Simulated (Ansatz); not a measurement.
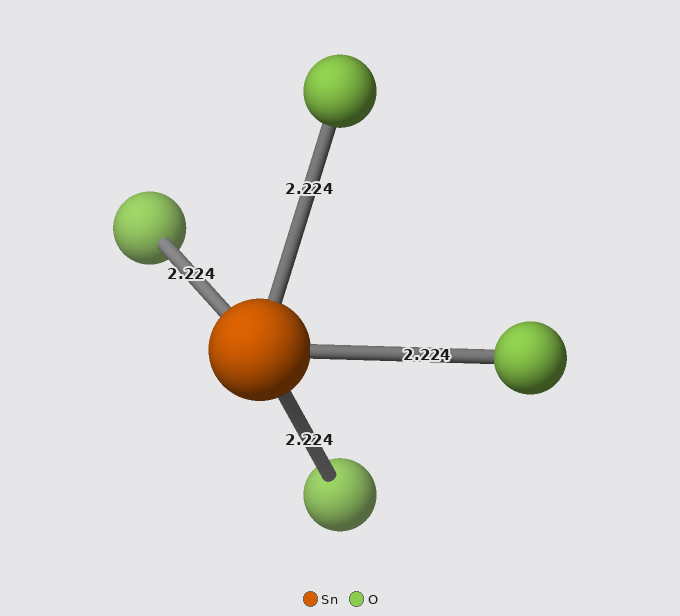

The surroundings of site Sn1 (at 0.500, 0.000, 0.244) in SnO (P4/nmm), with bond lengths in Å.

Origin of the cell: the end point of a relaxation with DFT PBEsol, scalar-relativistic, plane waves, PAW in Ansatz 0.2.0.

```yaml
crystal:
  lattice:
    - [3.80083, 0.00000, 0.00000]
    - [0.00000, 3.80083, 0.00000]
    - [0.00000, 0.00000, 4.73526]
  atoms:
    - { symbol: Sn, position: [0.50000, 0.00000, 0.24391] }
    - { symbol: Sn, position: [0.00000, 0.50000, 0.75609] }
    - { symbol: O, position: [0.00000, 0.00000, 0.00000] }
    - { symbol: O, position: [0.50000, 0.50000, 0.00000] }
```

Bond valence s = exp((R0 − d)/b), R0 fitted to published crystal structures with b = 0.37 Å, summed over all anions within 5 Å; R0 in Å: Sn2+–O 1.962; Sn4+–O 1.887.

### Which oxidation state of Sn do these bonds support?

With the Sn2+ parameters the computed sum is 4 × 0.493 = 1.97. With the Sn4+ parameters the computed sum is 4 × 0.402 = 1.61. The sum matches its own assumption best for Sn2+, which also balances the formula's charge.

### And over the whole structure?

```csv
site,"x, y, z",formal valence,bond-valence sum,difference
Sn1,"0.500, 0.000, 0.244",+2,2.00,0.00
O1,"0.000, 0.000, 0.000",−2,2.00,0.00
```

These sums include all anions within 5 Å. The global instability index (root mean square of the differences over all atoms) is 0.00 v.u.: little strain.
